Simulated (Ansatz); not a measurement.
System: Si.

The calculation's input:

```
crystal:
  lattice:
    - [2.5303177015, 0.0, 0.0]
    - [0.0, 2.5303177015, 0.0]
    - [0.0, 0.0, 2.5303177015]
  atoms:
    - { symbol: Si, position: [0.0, 0.0, 0.0] }
hamiltonian:
  xc: pbe
  pseudopotentials:
    kind: paw_fr
    azcp:
      Si: "pseudopotentials/Si.paw.azcp"
basis:
  ecutwfc: 420
  fft_grid_basis: typed
kpoints:
  mp_grid: { grid: [12, 12, 12], shift: [0, 0, 0] }
magnetization:
  noncollinear: true
  spin_orbit: true
scf:
  occupations: { method: fermi_dirac, width: 0.1 }
output:
  write_density: true
  write_potential: true
  elf: true
  volumetric_format: npy
```

Launched as:

```sh
ansatz run input.yaml --threads 1 --pin off --max-ram 3584MiB --backend cpu --events-out ev --progress --plain --runs-dir out
```

Below, planes, directions and counts refer to the conventional cell (a = 2.53 Å, b = 2.53 Å, c = 2.53 Å, α = 90.00°, β = 90.00°, γ = 90.00°).

Space group Pm-3m; set up as Si, simple cubic; a generated structure, not necessarily the stable one.

Method: DFT, PBE, plane waves (420 eV) with PAW, fully relativistic with spin-orbit coupling (Ansatz).

> What will maps of the valence pseudo-density and electron localisation function show?

Si–Si (2.53 Å): ρ at the midpoint is about 0.39 e/Å³; the ELF peaks at about 0.85 between the atoms.

> Does the calculation make it a metal, or give it a gap?

It is metallic or semimetallic at this level of theory: no gap opens.

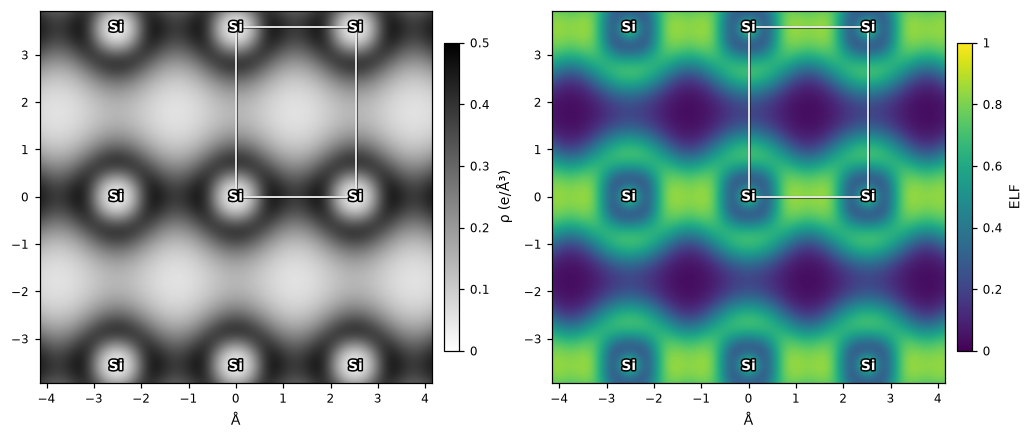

Computed valence pseudo-density and electron localisation function on the (101) plane of the conventional cell, in this order. 

In a PAW calculation such maps are meaningful between the atoms, not at the nuclei.
